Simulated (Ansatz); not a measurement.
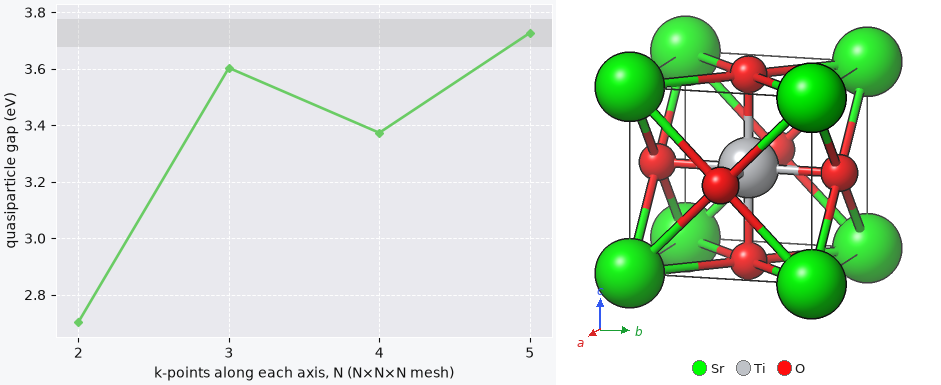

Beside the plot: the structure.

Scan of the k-point mesh.
SrTiO3 (Pm-3m, 5 atoms in the cell); G0W0@PBE, plasmon-pole screening, soft PAW set, first generation (Ansatz 0.2.0-dev); cutoff 420 eV, response cutoff 113 eV, 280 empty bands.
Dashed lines or grey bands mark the tolerance: 0.05 eV.

### From which setting is the quasiparticle gap converged to 0.05 eV?

The quasiparticle gap at the last setting but one, 4×4×4, is still more than 0.05 eV from the densest setting's value, so the scan doesn't show it converged. It is 2.70 eV at 2×2×2, 3.60 eV at 3×3×3, 3.37 eV at 4×4×4 and 3.73 eV at 5×5×5. The potentials or cutoffs used are known to leave an error of their own, so the limit of this scan isn't the converged value for the crystal.
